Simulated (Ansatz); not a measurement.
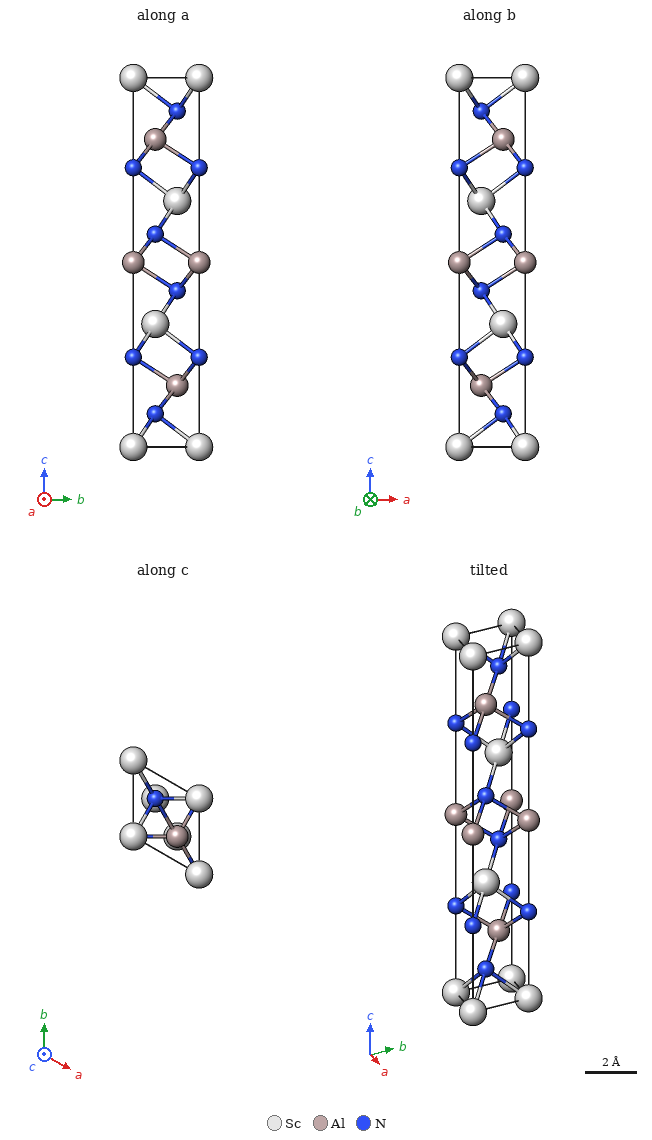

Ball-and-stick drawing of the structure, looking along the a axis, along the b axis, along the c axis and slightly off an axis. The wireframe shows the conventional unit cell.

Lattice parameters: a = 3.037 Å, b = 3.037 Å, c = 14.746 Å, α = 90.00°, β = 90.00°, γ = 120.00°. Put a along x and b in the xy plane.

Question: Write down what is shown as a POSCAR file, with free fractional coordinates to two decimals.

Answer:
```
Sc Al N
1.0
     3.037    0.000    0.000
    -1.518    2.630    0.000
     0.000    0.000   14.746
Sc Al N
3 3 6
Direct
  0.00 0.00 0.00
  0.6667 0.3333 0.3333
  0.3333 0.6667 0.6667
  0.6667 0.3333 0.8333
  0.3333 0.6667 0.1667
  0.00 0.00 0.50
  0.3333 0.6667 0.91
  0.00 0.00 0.76
  0.00 0.00 0.24
  0.6667 0.3333 0.09
  0.6667 0.3333 0.58
  0.3333 0.6667 0.42
```

It goes back to a structure type filled with these elements by a generator (whether the compound takes this form wasn't checked). Earlier steps of the study may have refined or changed the cell and positions. A calculation with Ansatz used it as input.

At this level of theory the cell isn't at rest (forces up to 1.2 eV/Å), so its distances can differ from those at equilibrium, the more so the softer the solid.
